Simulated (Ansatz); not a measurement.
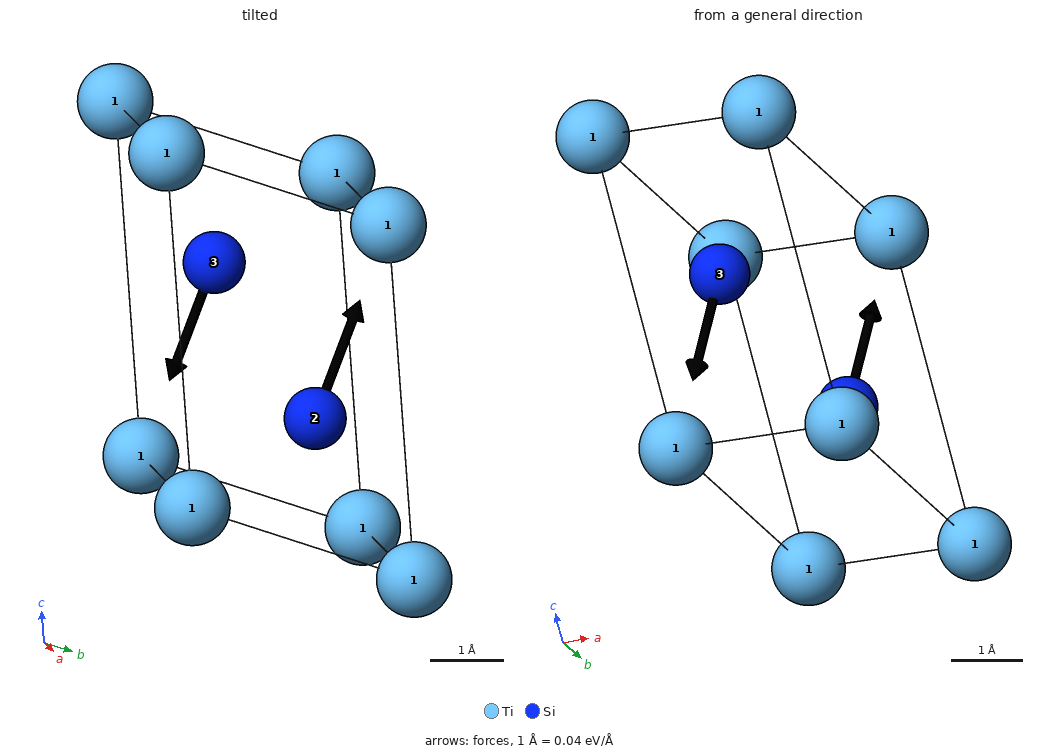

Crystal structure, spheres-only style, seen slightly off an axis and from a general direction. One cell (the run's own, in a reduced setting) is framed, with atoms on its boundary repeated. The arrows are the computed forces on the atoms.

System: TiSi₂. The calculation used DFT PBEsol, scalar-relativistic, plane waves, PAW in Ansatz 0.2.0, with plane-wave cutoff 420 eV, k-points about 0.13 Å⁻¹ apart, Gaussian smearing of 0.15 eV, no spin polarisation.

Q: Could this be the end point of a relaxation?

A: No. The atoms still feel forces of up to about 0.055 eV/Å, above a usual threshold of 0.01 to 0.03 eV/Å.

Q: Which atom feels the largest force?

A: Si2 and Si3, about 0.055 eV/Å.

The structure was taken from a structure listed in the Materials Project. The cell was then strained or its atoms displaced on purpose. A calculation with Ansatz used it as input.
